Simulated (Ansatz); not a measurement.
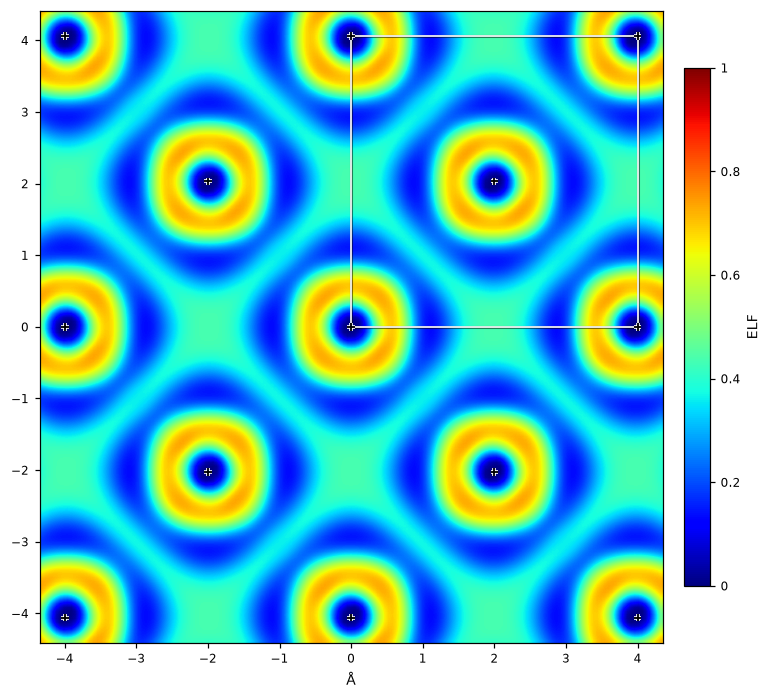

The ELF on a plane through atoms (crosses mark nuclei in the plane).

Computed with Ansatz 0.2.0, DFT r2SCAN, scalar-relativistic, plane waves, PAW.

Candidates:
A. W, a = 2.87 Å, b = 2.87 Å, c = 4.00 Å, α = 90.00°, β = 90.00°, γ = 90.00°. Space group I4/mmm; changed on purpose from its base cell (strain +0.000 along x and y, -0.015 along z, atoms carried along); computed pressure about −5 GPa in this cell.
B. Mo, a = 2.82 Å, b = 2.82 Å, c = 2.52 Å, α = 90.00°, β = 90.00°, γ = 120.00°. Space group P6/mmm; a structure from a database of computed crystals, not necessarily the ambient phase; changed on purpose from its base cell (strain +0.030 along x and y, -0.015 along z, atoms carried along); computed pressure about −8 GPa in this cell; computed without spin polarisation.

Q: Which candidate gave the map?

A: Candidate A: W on the (110) plane of the conventional cell, which holds W. W–W (2.85 Å): the ELF is about 0.35 at the midpoint.
